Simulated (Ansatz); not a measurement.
## Geometry relaxation, with input and output: Al31N32 (charge −1) (part 2 of 2)

Al31N32 (defect cell, 63 atoms in the cell, total charge −1); DFT, PBEsol, PAW, plane waves (Ansatz 0.2.0); cutoff 420 eV, 1×1×1 k-mesh, Fermi–Dirac smearing of 0.01 eV. 

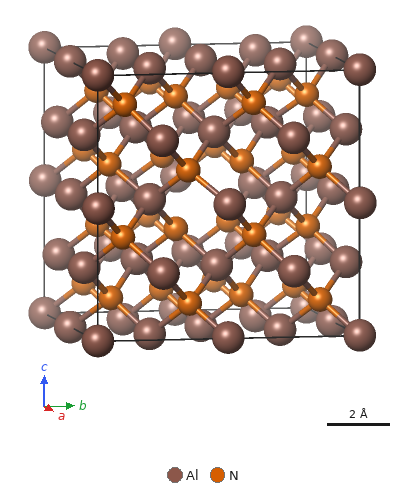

The structure as given in the input (ball-and-stick view of the cell of the calculation, seen slightly off an axis).

```
SCF converged after 6 iterations
Free energy (F): -28447.315910 eV
Harris-Foulkes:  -28447.315910 eV  (|F-HF|=2.44e-8)
Internal energy: -28447.281243 eV  (E = F + TS)
E sigma→0 (E₀):  -28447.298576 eV
Entropy (-TS):   -0.034667 eV (-0.550 meV/atom)
Fermi energy:    7.265651 eV
--- Per-component energies (eV) ---
  E_band       = 375.866908
  E_kinetic    = 5055.560992
  E_local      = -7308.888723  (includes V_loc(G=0)·N_el)
  E_nonlocal   = 1778.702463
  E_hartree    = 2502.064480
  E_xc         = -3184.123514
  E_vxc        = -3411.025682  (∫ρ·V_xc dr)
  E_paw        = -18034.007419  (= ΣΔE_a)
  E_vpaw       = -742.616258  (= ΣTr[D̂ρ^β])
  E_aug_tail   = 0.003015  (compensation charges beyond the density's cutoff)
  E_ewald      = -9258.085008
  E_core_change = 1.492472  (= ΣΔE_core)
  E_smearing   = -0.034667  (= −TS)
  E_closure    = 0.000000  (closes the sum)
  E_deformation_potential = -16.733243  (in the stress; not in F)
  Σ components = -28447.315910   (vs F -28447.315910, Δ=0.00e0)
--- Forces (eV/Å), atoms counted from 1 ---
  atom   1  Al    -0.00130686    -0.00244113    -0.00156897
  atom   2  Al    -0.00417893    -0.00373983    -0.00242487
  atom   3  Al    -0.00305543     0.00237938    -0.00279694
  atom   4  Al    -0.00151305    -0.00009550    -0.00048169
  atom   5  Al     0.00202153    -0.00424651    -0.00457797
  atom   6  Al     0.00075902    -0.00181124    -0.00094048
  atom   7  Al     0.00103589     0.00018099    -0.00181628
  atom   8  Al     0.00096911     0.00073123    -0.00099462
  atom   9  Al     0.00097441    -0.00068168    -0.00526202
  atom  10  Al    -0.00044973     0.00023670    -0.00478063
  atom  11  Al    -0.00057029     0.00138649     0.00113699
  atom  12  Al     0.00032496     0.00108545    -0.00566581
  atom  13  Al     0.00053451     0.00093527     0.00053108
  atom  14  Al    -0.00096772    -0.00147704    -0.00205356
  atom  15  Al    -0.00546685    -0.00659739     0.01407983
  atom  16  Al    -0.00086457    -0.00075523    -0.00151069
  atom  17  Al     0.00249693    -0.00341703    -0.00310544
  atom  18  Al    -0.00260107    -0.00396738    -0.00213589
  atom  19  Al     0.00101262     0.00485662    -0.00053316
  atom  20  Al     0.00021450    -0.00390448     0.00055878
  atom  21  Al    -0.00197043    -0.00156802    -0.00282394
  atom  22  Al     0.00044795     0.00399296     0.00125260
  atom  23  Al    -0.00239863     0.01408071    -0.00589133
  atom  24  Al    -0.00028882    -0.00069526    -0.00101375
  atom  25  Al    -0.00424466     0.00212773    -0.00357461
  atom  26  Al    -0.00367197    -0.00134465     0.00026116
  atom  27  Al    -0.00096735    -0.00117190    -0.00218630
  atom  28  Al     0.00066157    -0.00232689    -0.00153125
  atom  29  Al     0.00616590     0.00095451    -0.00081934
  atom  30  Al     0.00530396     0.00119411    -0.00006485
  atom  31  Al     0.01334663    -0.00472149    -0.00611182
  atom  32  N      0.00050279     0.00098324     0.00283549
  atom  33  N      0.00036387     0.00091840     0.00313131
  atom  34  N      0.00291717    -0.00039920     0.00390265
  atom  35  N      0.00178727    -0.00028706     0.00062569
  atom  36  N     -0.00190940     0.00291780     0.00383548
  atom  37  N     -0.00051059     0.00163033     0.00120155
  atom  38  N     -0.00097280    -0.00042193     0.00147652
  atom  39  N     -0.00347166    -0.00033733    -0.00747243
  atom  40  N      0.00011130     0.00181761     0.00192104
  atom  41  N     -0.00767020    -0.00617310    -0.00178066
  atom  42  N     -0.00167982    -0.00109738     0.00367569
  atom  43  N     -0.00165436     0.00443357     0.00124676
  atom  44  N     -0.00131887    -0.00110978     0.00304276
  atom  45  N      0.00493720    -0.00209142     0.00127402
  atom  46  N      0.00127132     0.00151585     0.00234973
  atom  47  N      0.00261445     0.00194171    -0.00171510
  atom  48  N     -0.00003073     0.00225761     0.00137824
  atom  49  N     -0.00194416     0.00152047     0.00284652
  atom  50  N     -0.00146333     0.00035624     0.00239409
  atom  51  N     -0.00126842    -0.00023492     0.00359251
  atom  52  N      0.00033948     0.00144604     0.00164742
  atom  53  N      0.00048268     0.00252798     0.00273765
  atom  54  N      0.00436690     0.00025309    -0.00220160
  atom  55  N      0.00120257    -0.00412961     0.00166241
  atom  56  N      0.00129111     0.00212493     0.00074422
  atom  57  N      0.00139556    -0.00062207     0.00243389
  atom  58  N      0.00212559    -0.00113542     0.00197153
  atom  59  N      0.00251907    -0.00021044     0.00281658
  atom  60  N     -0.00109533    -0.00235350     0.00080657
  atom  61  N     -0.00055362    -0.00161655     0.00437644
  atom  62  N     -0.00024769     0.00516625    -0.00187195
  atom  63  N     -0.00421625     0.00118037     0.00195703
  max |Σ_I F_I| component: 4.87e-5 eV/Å
--- Charged-cell corrections in eV (Makov–Payne, q = -1.000 e, ε = 8.500) ---
  F (periodic)     = -28447.315910  (uncorrected; the corrections below are reported, never added to it)
  E_corr1          = +0.274492  (monopole, q²α_M/2εL)
  F Makov-Payne    = -28447.041418  (F + E_corr1; no measured alignment; for a localised charge, not one spread in a band: unchecked)
--- Band table (eV) ---
  k-point 0: bands = ["-8.2141", "-7.6797", "-7.6775", "-7.5602", "-7.1883", "-7.1867", "-7.0364", "-6.7421", "-6.7351", "-6.7334", "-6.6238", "-6.4518", "-6.4493", "-6.4435", "-6.3963", "-6.3947", "-6.3930", "-6.2419", "-6.2406", "-6.0869", "-6.0507", "-6.0493", "-5.9112", "-5.8999", "-5.8991", "-5.8558", "-5.8455", "-5.8414", "-5.5331", "-5.4503", "-5.4481", "-5.2201", "0.9534", "0.9537", "0.9825", "1.3784", "1.5732", "1.5758", "1.7531", "1.7730",
      "1.8037", "1.8093", "1.8285", "1.8344", "1.8364", "1.8988", "1.8995", "2.0044", "2.0243", "2.0668", "2.0670", "2.2014", "2.2038", "2.4129", "2.5496", "2.5501", "2.6545", "2.6563", "2.6991", "3.0231", "3.2980", "3.3547", "3.3557", "3.4474", "3.4511", "3.4986", "3.6663", "3.6672", "3.7371", "3.8753", "3.8758", "3.9961", "4.1744", "4.1756", "4.2460", "4.3372", "4.4009", "4.4036", "4.4414", "4.4456",
      "4.5494", "4.5530", "4.5560", "4.6985", "4.7449", "4.7461", "4.8586", "4.9425", "4.9461", "4.9649", "5.0600", "5.0634", "5.1921", "5.2349", "5.2406", "5.2442", "5.2973", "5.3017", "5.3039", "5.3584", "5.3596", "5.3650", "5.4945", "5.5199", "5.5206", "5.5218", "5.5978", "5.6032", "5.6402", "5.6417", "5.7763", "5.8641", "5.8695", "5.8821", "5.8846", "5.9453", "5.9479", "6.0208", "6.0218", "6.2125",
      "6.2138", "6.2304", "6.3542", "6.3708", "6.3719", "7.2458", "7.2615", "7.2649", "10.6758", "10.6826", "10.6962", "11.5782", "12.1123", "12.1154", "12.1205", "12.2318", "12.2411", "12.2443", "12.3739", "12.3822", "12.3874", "12.7889", "12.7929", "12.8806", "13.1878", "13.2094", "13.2159", "13.4452", "13.4549", "13.4825", "13.6240", "13.6299", "13.6413", "13.6986", "13.7502", "13.7526", "13.9452", "14.2172", "14.2221", "14.3161",
      "15.2548", "15.2570", "15.2854", "15.6298", "15.6346", "15.7583", "15.9669", "15.9837", "15.9838", "16.0606", "16.0632", "16.1027", "16.1346", "16.1388", "16.2332", "16.4222", "16.4826", "16.4912", "16.5552", "16.6045", "16.6064", "16.7772", "16.8551", "16.8576", "16.8621", "16.9240", "16.9359", "17.1468", "17.3682", "17.3695"]
--- Relaxed structure (6 steps of the walk, 6 accepted, 0 SCFs on fresh bases) ---
  F+E_penalty+E_count = -28447.31590975 eV   max|allowed force component| = 1.408e-2 eV/Å
  atoms:
    - { symbol: Al, position: [0.00010972544408749777, -0.0004710572081287742, 9.363152558493455e-6] }
    - { symbol: Al, position: [1.0000469543146493, -0.0007647266335735969, 0.5004634514545705] }
    - { symbol: Al, position: [1.0000682459656662, 0.5004310187721827, 1.6247243419710053e-5] }
    - { symbol: Al, position: [-4.0943228094899174e-5, 0.49965094221483924, 0.5000568806525354] }
    - { symbol: Al, position: [0.5007120569185811, 0.99925240895667, 2.27365294988724e-5] }
    - { symbol: Al, position: [0.5001763809514828, -0.0005205945038594489, 0.5000582233840488] }
    - { symbol: Al, position: [0.5001798423123978, 0.49965231810815813, 0.9998123664083146] }
    - { symbol: Al, position: [0.2501635916345696, 0.24964743216020405, 0.9996551619784325] }
    - { symbol: Al, position: [0.2498207999501924, 0.24904095431301518, 0.49912084658443573] }
    - { symbol: Al, position: [0.25016461775618554, 0.7492812841394592, 0.0005319096059293323] }
    - { symbol: Al, position: [0.2509992003451009, 0.7493245595386386, 0.5015362552755644] }
    - { symbol: Al, position: [0.7499471900711935, 0.24966076797836487, 1.00031135265362] }
    - { symbol: Al, position: [0.7497770305777111, 0.24986468620084368, 0.5012287942541757] }
    - { symbol: Al, position: [0.750250869264332, 0.7495400001290216, -0.000985492963305525] }
    - { symbol: Al, position: [0.749119064114603, 0.7489934246315023, 0.5002632266776047] }
    - { symbol: Al, position: [0.2500637797974503, -0.0013244503800286726, 0.249915507647325] }
    - { symbol: Al, position: [0.24990125583966538, 1.0001679561128962, 0.7502587504926792] }
    - { symbol: Al, position: [0.25087388624977486, 0.49910533943784163, 0.2508507934223603] }
    - { symbol: Al, position: [0.2509481987929785, 0.5006163402028267, 0.7490961249862871] }
    - { symbol: Al, position: [0.7503131315609965, 1.0002814862424005, 0.24976645824924715] }
    - { symbol: Al, position: [0.7502586307200384, 0.9983852463670652, 0.7502095418437874] }
    - { symbol: Al, position: [0.7492969816564522, 0.5007561280116547, 0.25103911352672037] }
    - { symbol: Al, position: [0.7486534962529203, 0.5005230130256272, 0.7483743446315219] }
    - { symbol: Al, position: [-0.00037034533988651315, 0.24962346889268414, 0.2499952351229295] }
    - { symbol: Al, position: [0.00044210479417624746, 0.2495815187278418, 0.7499964094329468] }
    - { symbol: Al, position: [0.0007814180196855741, 0.7493979199418727, 0.2499343504814128] }
    - { symbol: Al, position: [-0.0009320692050557782, 0.7495315567808569, 0.7501992142409198] }
    - { symbol: Al, position: [0.49933032252214116, 0.2493484895522074, 0.25010734325782336] }
    - { symbol: Al, position: [0.5011907640002985, 0.2498506560888198, 0.74945343022099] }
    - { symbol: Al, position: [0.5016413483430001, 0.7491849541145407, 0.2510878714667627] }
    - { symbol: Al, position: [0.50061534346812, 0.7488624991203967, 0.7486937914757932] }
    - { symbol: N, position: [0.12518494354098067, 0.1245634283791944, 0.1250630292303144] }
    - { symbol: N, position: [0.12360513291582999, 0.12317816907016063, 0.6254556034418938] }
    - { symbol: N, position: [0.12446501468864853, 0.6245586794783851, 0.12426965873036233] }
    - { symbol: N, position: [0.12449826537092659, 0.6253514524474122, 0.6257893845223859] }
    - { symbol: N, position: [0.6254460926745681, 0.12343464791440899, 0.12366927181537668] }
    - { symbol: N, position: [0.6260116014248889, 0.12370440973324337, 0.6258847050607029] }
    - { symbol: N, position: [0.6258777117764225, 0.6253113288007549, 0.12447464727677585] }
    - { symbol: N, position: [0.6381677632420328, 0.6388428269069796, 0.6375137161422356] }
    - { symbol: N, position: [0.3748491677773252, 0.37426514320572263, 0.12447738715023807] }
    - { symbol: N, position: [0.3604304729936102, 0.35933138844539536, 0.6387028897648003] }
    - { symbol: N, position: [0.3752270122783904, 0.8756435702840795, 0.12406737575138206] }
    - { symbol: N, position: [0.37463630834825035, 0.8760963870964799, 0.6260484532555334] }
    - { symbol: N, position: [0.8764203449310973, 0.3745858994136213, 0.12400389049596011] }
    - { symbol: N, position: [0.8760096776127649, 0.37431044522505724, 0.6257573195767541] }
    - { symbol: N, position: [0.8755829365244556, 0.8747779287299772, 0.12495385530522644] }
    - { symbol: N, position: [0.8768541149753163, 0.8761655174269467, 0.6252212763431448] }
    - { symbol: N, position: [0.37454428691068187, 0.12350082143103709, 0.37443663806752303] }
    - { symbol: N, position: [0.37506020350184976, 0.12341710953598219, 0.8767951942732329] }
    - { symbol: N, position: [0.36226662575078544, 0.6385755015368666, 0.36234956815467306] }
    - { symbol: N, position: [0.37487917495899103, 0.625295548529669, 0.8757039684552816] }
    - { symbol: N, position: [0.8768600345891814, 0.12344240769094406, 0.3749535094901285] }
    - { symbol: N, position: [0.8754062832172249, 0.12456554580891858, 0.8753845917163428] }
    - { symbol: N, position: [0.8761044324462293, 0.6254180780490013, 0.3746549415318293] }
    - { symbol: N, position: [0.8765132109017953, 0.6245005105432733, 0.8764497620953022] }
    - { symbol: N, position: [0.12444885717132005, 0.3741733406896864, 0.37465794572035044] }
    - { symbol: N, position: [0.1240892753704243, 0.374532047191649, 0.8764662898572808] }
    - { symbol: N, position: [0.12416977672416761, 0.8757754678541088, 0.3750645777632354] }
    - { symbol: N, position: [0.12508002001691906, 0.8747256807180991, 0.875510235826718] }
    - { symbol: N, position: [0.6389683132715749, 0.359834061613578, 0.36100207544954654] }
    - { symbol: N, position: [0.6257787681249786, 0.37437697900558653, 0.8756505784717399] }
    - { symbol: N, position: [0.626191724941298, 0.8761226823767443, 0.3744884520155398] }
    - { symbol: N, position: [0.6252695771616543, 0.8760694538301939, 0.8766926038572769] }
--- Löwdin populations: 63 sites ---
  site symbol       q [e]
     0     Al      1.9613
     1     Al      1.9625
     2     Al      1.9622
     3     Al      1.9515
     4     Al      1.9623
     5     Al      1.9503
     6     Al      1.9519
     7     Al      1.9557
     8     Al      1.9495
     9     Al      1.9564
    10     Al      1.9533
    11     Al      1.9557
    12     Al      1.9532
    13     Al      1.9565
    14     Al      1.9540
    15     Al      1.9557
    16     Al      1.9553
    17     Al      1.9498
    18     Al      1.9533
    19     Al      1.9556
    20     Al      1.9556
    21     Al      1.9533
    22     Al      1.9529
    23     Al      1.9557
    24     Al      1.9554
    25     Al      1.9563
    26     Al      1.9563
    27     Al      1.9495
    28     Al      1.9533
    29     Al      1.9533
    30     Al      1.9537
    31      N      5.9940
    32      N      5.9939
    33      N      5.9970
    34      N      5.9999
    35      N      5.9949
    36      N      6.0003
    37      N      5.9998
    38      N      5.9234
    39      N      5.9999
    40      N      5.8642
    41      N      5.9853
    42      N      6.0008
    43      N      5.9824
    44      N      5.9995
    45      N      5.9939
    46      N      5.9965
    47      N      6.0005
    48      N      5.9853
    49      N      5.8636
    50      N      5.9989
    51      N      5.9865
    52      N      5.9938
    53      N      5.9994
    54      N      5.9993
    55      N      6.0000
    56      N      5.9825
    57      N      5.9865
    58      N      5.9939
    59      N      5.8639
    60      N      5.9990
    61      N      6.0007
    62      N      5.9975
  spilling = 0.007959 (of n_electrons = 254.000000)
```

## Key numbers

```tsv
quantity	value
outcome	converged
electrons treated	254
free energy	−28447.3159 eV
Fermi energy	7.266 eV
largest force (length of the vector) at the end	0.016 eV/Å
hardware	1 × NVIDIA GB300 Max-Q, 8 threads of Arm Neoverse-V2, 80 GiB of memory available, shared host
wall time	7.9 s (CPU time 12 s)
peak memory	1.9 GiB
```

The electronic state found may not be the lowest one. The k-point mesh is coarse for a cell of this size, so the results may not be converged.
